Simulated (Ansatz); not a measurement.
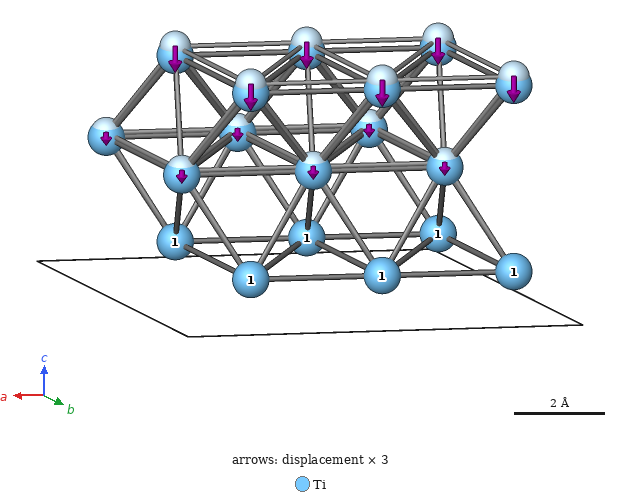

A constrained relaxation of a slab of composition Ti (cut from the P6_3/mmc phase). The starting structure is drawn faded, the final one solid; purple arrows show the displacements, magnified 3 times.

The picture is a ball-and-stick view of the 3 × 2 repeat of the cell, outlined in the plane, without the vacuum, seen from a free direction.

Case: clean slab, lower half held. The slab is the (0 0 1) face of Ti. 1 atoms are held fixed.

Method: DFT r2SCAN, scalar-relativistic, plane waves, PAW in Ansatz. Set-up: plane-wave cutoff 500 eV; k-point mesh 12 × 12 × 1; occupations gaussian; smearing width 0.1 eV; no spin polarisation; dipole correction; atoms relaxed in a fixed cell; force threshold 0.03 eV/Å; at most 70 steps.

Q: What did the optimiser do to the structure, and how much energy did it gain?

A: The largest move is that of a Ti atom, 0.21 Å along the normal (−c). The lattice vectors keep their values. Some distances before and after: Ti–Ti 2.872 → 2.786 Å. The energy falls by 42.2 meV per cell of the calculation in 2 geometry steps. The largest force component goes from 0.37 to 0.0023 eV/Å. Cost: 29 s on 2 threads of Arm Neoverse V2, on a shared host, peak memory 0.79 GiB.
